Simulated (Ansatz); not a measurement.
**What a change does: single-point calculation on Cu**

System: Cu (4 atoms in the cell).
Method of the first run: DFT r2SCAN, scalar-relativistic, plane waves, PAW, no spin polarisation (Ansatz 0.2.0).

The structure derives from a Materials Project entry. Text and figures count atoms from 1; the logs count them from 0 in places.

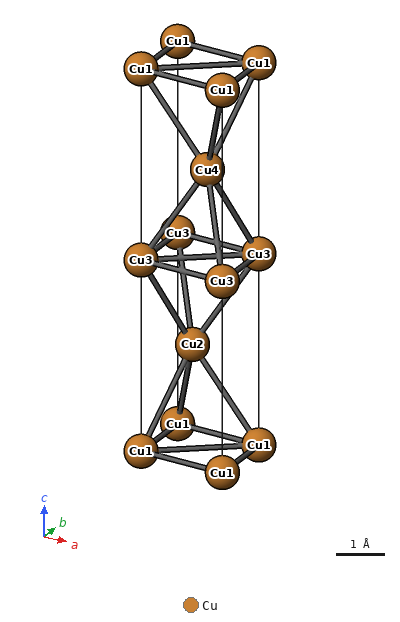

**Figure 1.** The input geometry (ball-and-stick view of the cell of the calculation, seen slightly off an axis; atoms are numbered from 1 in the order of the input). An atom can appear more than once, as a periodic image.

**The input, the first run**
```yaml
crystal:
  lattice:
    - [2.5293395101, 0.0, 0.0]
    - [-1.264669755, 2.1904722705, 0.0]
    - [0.0, 0.0, 8.2639398489]
  atoms:
    - { symbol: Cu, position: [0.0, 0.0, 0.0] }
    - { symbol: Cu, position: [0.3333333333, 0.6666666667, 0.25] }
    - { symbol: Cu, position: [0.0, 0.0, 0.5] }
    - { symbol: Cu, position: [0.6666666667, 0.3333333333, 0.75] }
basis:
  ecutwfc: 500
kpoints:
  mp_grid: { grid: [24, 24, 6] }
hamiltonian:
  xc: r2scan
scf:
  occupations: { method: gaussian, width: 0.1 }
output:
  forces: true
  stress: true
  eigenvalues: true
```

Command:
```bash
ansatz run input.yaml --threads 1 --pin off --max-ram 2560MiB --backend cpu --events-out ev --progress --plain --runs-dir out
```

Hardware: 1 thread of AMD EPYC (Zen 3), 189 GiB of memory available, shared host.

**Output, shortened to warnings, some set-up lines, iterations and results (the first run)**
```
Basis set: ecut = 500 eV, 1165 PW (Γ), exchange–correlation on 80×80×256 points (64 copies of the dense FFT grid, shifted against one another)
Symmetry: 24 space group operations
k-points: 244 of 3456
Initial density: superposition of atomic densities (neutral atoms: chi_scale 0, normalization atom), corrected by the library's trained network
[...]
SCF iter   1: F=—  HF=-26525.010911 eV  |F-HF|=—  |Δ(HF+E_count)|=         —  Δρ=4.02e-2  dr2=4.05e-1  dr2_τ=2.94e-3  ethr=1.77e-3  ⟨swp⟩=5.0  Hψ=35629  notcnv=0  defer=106
SCF iter   2: F=—  HF=-26524.966348 eV  |F-HF|=—  |Δ(HF+E_count)|=   4.46e-2  Δρ=1.06e-2  dr2=1.76e-2  dr2_τ=4.75e-3  ethr=5.32e-4  ⟨swp⟩=2.0  Hψ=19533  notcnv=0  defer=633
SCF iter   3: F=—  HF=-26524.944140 eV  |F-HF|=—  |Δ(HF+E_count)|=   2.22e-2  Δρ=9.49e-3  dr2=2.75e-2  dr2_τ=1.70e-4  ethr=2.32e-5  ⟨swp⟩=2.0  Hψ=21179  notcnv=0  defer=633
SCF iter   4: F=—  HF=-26524.937321 eV  |F-HF|=—  |Δ(HF+E_count)|=   6.82e-3  Δρ=1.80e-3  dr2=1.18e-3  dr2_τ=5.77e-5  ethr=2.32e-5  ⟨swp⟩=1.6  Hψ=13873  notcnv=0  defer=633
SCF iter   5: F=—  HF=-26524.938270 eV  |F-HF|=—  |Δ(HF+E_count)|=   9.50e-4  Δρ=3.04e-3  dr2=2.72e-3  dr2_τ=1.65e-5  ethr=1.55e-6  ⟨swp⟩=2.0  Hψ=20015  notcnv=0  defer=633
SCF iter   6: F=—  HF=-26524.937859 eV  |F-HF|=—  |Δ(HF+E_count)|=   4.12e-4  Δρ=6.89e-4  dr2=1.60e-4  dr2_τ=1.59e-6  ethr=1.55e-6  ⟨swp⟩=2.0  Hψ=15657  notcnv=0  defer=633
SCF iter   7: F=—  HF=-26524.937840 eV  |F-HF|=—  |Δ(HF+E_count)|=   1.81e-5  Δρ=1.30e-4  dr2=6.74e-6  dr2_τ=3.73e-8  ethr=2.11e-7  ⟨swp⟩=2.0  Hψ=14588  notcnv=0  defer=631
SCF iter   8: F=—  HF=-26524.937833 eV  |F-HF|=—  |Δ(HF+E_count)|=   7.16e-6  Δρ=2.18e-5  dr2=1.99e-7  dr2_τ=2.03e-9  ethr=8.87e-9  ⟨swp⟩=2.1  Hψ=15310  notcnv=0  defer=631
SCF iter   9: F=-26524.937833 eV  HF=-26524.937833 eV  |F-HF|=1.94e-9  |Δ(HF+E_count)|=   1.12e-7  Δρ=6.82e-6  dr2=1.37e-8  dr2_τ=1.09e-10  ethr=1.32e-10  ⟨swp⟩=8.2  Hψ=48106 …
SCF 1 converged in 9 iterations: F = -26524.937833 eV  dr2 = 1.37e-8
SCF converged after 9 iterations
Free energy (F): -26524.937833 eV
Harris-Foulkes:  -26524.937833 eV  (|F-HF|=1.94e-9)
Internal energy: -26524.933169 eV  (E = F + TS)
E sigma→0 (E₀):  -26524.935501 eV
Entropy (-TS):   -0.004664 eV (-1.166 meV/atom)
Fermi energy:    17.251354 eV
--- Per-component energies (eV) ---
  E_band       = -1499.727241
  E_kinetic    = 1200.106774
  E_local      = -16013.292489  (includes V_loc(G=0)·N_el)
  E_nonlocal   = 1581.583374
  E_hartree    = 7079.983038
  E_xc         = -335.711364
  E_vxc        = -499.465589  (∫ρ·V_xc dr)
  E_paw        = -6712.559678  (= ΣΔE_a)
  E_vpaw       = -1964.601402  (= ΣTr[D̂ρ^β])
  E_aug_tail   = 0.000603  (compensation charges beyond the density's cutoff)
  E_vtau       = 35.962377  (kinetic-family band-sum trace: ∫τ·v_τ [+ j·A + Jᵃ·Aᵃ] dr)
  E_ewald      = -13323.838993
  E_core_change = -1.204432  (= ΣΔE_core)
  E_smearing   = -0.004664  (= −TS)
  E_closure    = -0.000000  (closes the sum)
  Σ components = -26524.937833   (vs F -26524.937833, Δ=0.00e0)
--- Forces (eV/Å), atoms counted from 1 ---
  atom   1  Cu     0.00000000     0.00000000    -0.00000000
  atom   2  Cu    -0.00000000    -0.00000000    -0.00000000
  atom   3  Cu    -0.00000000    -0.00000000     0.00000000
  atom   4  Cu     0.00000000     0.00000000     0.00000000
  max |Σ_I F_I| component: 2.26e-29 eV/Å
--- Stress (GPa, compression-positive) ---
       -0.155297       0.000000       0.000000
        0.000000      -0.155297      -0.000000
        0.000000      -0.000000       0.210810
  P = ⅓ Tr σ = -0.0333 GPa (-0.333 kbar)
```

The input of the second run differs as follows (lines with − go, lines with + come):
```diff
-    - [2.5293395101, 0.0, 0.0]
-    - [-1.264669755, 2.1904722705, 0.0]
-    - [0.0, 0.0, 8.2639398489]
+    - [2.5307640267, 0.0, 0.0]
+    - [-1.2653820134, 2.1917059381, 0.0]
+    - [0.0, 0.0, 8.26181508]
-    - { symbol: Cu, position: [0.3333333333, 0.6666666667, 0.25] }
+    - { symbol: Cu, position: [0.33333333, 0.66666667, 0.25] }
-    - { symbol: Cu, position: [0.6666666667, 0.3333333333, 0.75] }
+    - { symbol: Cu, position: [0.66666667, 0.33333333, 0.75] }
-  mp_grid: { grid: [24, 24, 6] }
+  mp_grid: { grid: [12, 12, 2] }
```

How does the second run compare with the first run?

With the same functional and potentials, the second run lies 6.4 meV per atom higher (other lines of the input change too). The pressure goes from −0.03 to −0.18 GPa. The number of SCF iterations is the same. The irreducible k-points go from 244 to 38. On the same kind of shared host the second run took about 0.2 times as long.

**Output, shortened to warnings, some set-up lines, iterations and results (the second run)**
```
Basis set: ecut = 500 eV, 1165 PW (Γ), exchange–correlation on 80×80×256 points (64 copies of the dense FFT grid, shifted against one another)
Symmetry: 24 space group operations
k-points: 38 of 288
Initial density: superposition of atomic densities (neutral atoms: chi_scale 0, normalization atom), corrected by the library's trained network
[...]
SCF iter   1: F=—  HF=-26524.981278 eV  |F-HF|=—  |Δ(HF+E_count)|=         —  Δρ=3.95e-2  dr2=3.91e-1  dr2_τ=2.95e-3  ethr=1.77e-3  ⟨swp⟩=4.9  Hψ=5611  notcnv=0  defer=16
SCF iter   2: F=—  HF=-26524.940572 eV  |F-HF|=—  |Δ(HF+E_count)|=   4.07e-2  Δρ=1.10e-2  dr2=1.97e-2  dr2_τ=4.57e-3  ethr=5.14e-4  ⟨swp⟩=2.0  Hψ=3038  notcnv=0  defer=104
SCF iter   3: F=—  HF=-26524.918043 eV  |F-HF|=—  |Δ(HF+E_count)|=   2.25e-2  Δρ=9.17e-3  dr2=2.57e-2  dr2_τ=1.63e-4  ethr=2.60e-5  ⟨swp⟩=2.0  Hψ=3287  notcnv=0  defer=104
SCF iter   4: F=—  HF=-26524.911741 eV  |F-HF|=—  |Δ(HF+E_count)|=   6.30e-3  Δρ=2.13e-3  dr2=1.45e-3  dr2_τ=5.23e-5  ethr=2.60e-5  ⟨swp⟩=1.6  Hψ=2104  notcnv=0  defer=104
SCF iter   5: F=—  HF=-26524.912099 eV  |F-HF|=—  |Δ(HF+E_count)|=   3.58e-4  Δρ=2.14e-3  dr2=1.37e-3  dr2_τ=1.21e-5  ethr=1.91e-6  ⟨swp⟩=2.0  Hψ=2483  notcnv=0  defer=104
SCF iter   6: F=—  HF=-26524.912167 eV  |F-HF|=—  |Δ(HF+E_count)|=   6.76e-5  Δρ=4.38e-4  dr2=8.06e-5  dr2_τ=8.36e-7  ethr=1.80e-6  ⟨swp⟩=2.0  Hψ=2327  notcnv=0  defer=104
SCF iter   7: F=—  HF=-26524.912169 eV  |F-HF|=—  |Δ(HF+E_count)|=   1.72e-6  Δρ=1.03e-4  dr2=6.74e-6  dr2_τ=4.01e-8  ethr=1.06e-7  ⟨swp⟩=2.1  Hψ=2376  notcnv=0  defer=104
SCF iter   8: F=—  HF=-26524.912170 eV  |F-HF|=—  |Δ(HF+E_count)|=   7.33e-7  Δρ=3.47e-5  dr2=6.71e-7  dr2_τ=3.31e-9  ethr=8.86e-9  ⟨swp⟩=2.1  Hψ=2094  notcnv=0  defer=104
SCF iter   9: F=-26524.912170 eV  HF=-26524.912170 eV  |F-HF|=8.75e-9  |Δ(HF+E_count)|=   8.72e-9  Δρ=1.05e-5  dr2=3.10e-8  dr2_τ=2.61e-10  ethr=1.32e-10  ⟨swp⟩=7.2  Hψ=7989  …
SCF 1 converged in 9 iterations: F = -26524.912170 eV  dr2 = 3.10e-8
SCF converged after 9 iterations
Free energy (F): -26524.912170 eV
Harris-Foulkes:  -26524.912170 eV  (|F-HF|=8.75e-9)
Internal energy: -26524.894645 eV  (E = F + TS)
E sigma→0 (E₀):  -26524.903407 eV
Entropy (-TS):   -0.017524 eV (-4.381 meV/atom)
Fermi energy:    17.091787 eV
--- Per-component energies (eV) ---
  E_band       = -1501.737511
  E_kinetic    = 1199.938674
  E_local      = -16018.294764  (includes V_loc(G=0)·N_el)
  E_nonlocal   = 1581.059035
  E_hartree    = 7081.380514
  E_xc         = -335.717217
  E_vxc        = -499.477540  (∫ρ·V_xc dr)
  E_paw        = -6712.079236  (= ΣΔE_a)
  E_vpaw       = -1963.710227  (= ΣTr[D̂ρ^β])
  E_aug_tail   = 0.000603  (compensation charges beyond the density's cutoff)
  E_vtau       = 35.964943  (kinetic-family band-sum trace: ∫τ·v_τ [+ j·A + Jᵃ·Aᵃ] dr)
  E_ewald      = -13319.977822
  E_core_change = -1.204432  (= ΣΔE_core)
  E_smearing   = -0.017524  (= −TS)
  E_closure    = -0.000000  (closes the sum)
  Σ components = -26524.912170   (vs F -26524.912170, Δ=0.00e0)
--- Forces (eV/Å), atoms counted from 1 ---
  atom   1  Cu     0.00000000    -0.00000000     0.00000000
  atom   2  Cu     0.00000000     0.00000000     0.00000000
  atom   3  Cu     0.00000000    -0.00000000    -0.00000000
  atom   4  Cu    -0.00000000    -0.00000000     0.00000000
  max |Σ_I F_I| component: 4.21e-30 eV/Å
--- Stress (GPa, compression-positive) ---
       -0.027394       0.000000       0.000000
        0.000000      -0.027394       0.000000
        0.000000       0.000000      -0.498350
  P = ⅓ Tr σ = -0.1844 GPa (-1.844 kbar)
```

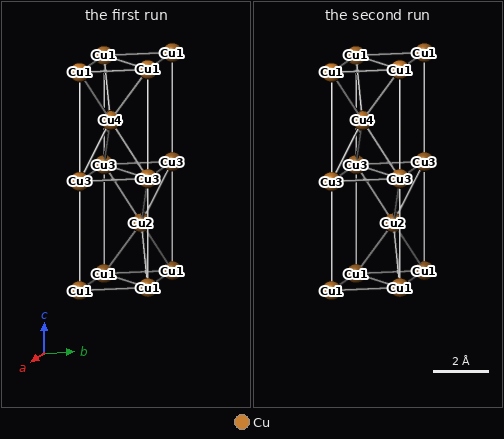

**Figure 2.** The two input geometries at one scale (ball-and-stick view of the cell of the calculation, seen slightly off an axis). No atom moves by more than 0.005 Å relative to the cell. The drawn cell changes as follows: a = b 2.529 → 2.531 Å (+0.1 %), c 8.264 → 8.262 Å (0.0 %); the volume changes by +0.1 %.

**The two runs side by side**

| quantity | the first run | the second run |
| --- | --- | --- |
| outcome | converged | converged |
| free energy per atom (eV) | −6631.2345 | −6631.2280 |
| energy per atom, smearing taken to zero (eV) | −6631.2339 | −6631.2259 |
| gap on the mesh (eV) | 0.00 | 0.00 |
| pressure (GPa) | −0.03 | −0.18 |
| volume per atom (Å³) | 11.45 | 11.46 |
| largest force (eV/Å) | 0.000 | 0.000 |
| SCF iterations | 9 | 9 |
| irreducible k-points | 244 | 38 |
| plane waves at Γ | 1165 | 1165 |
| wall time (shared host) | 94 s | 19 s |
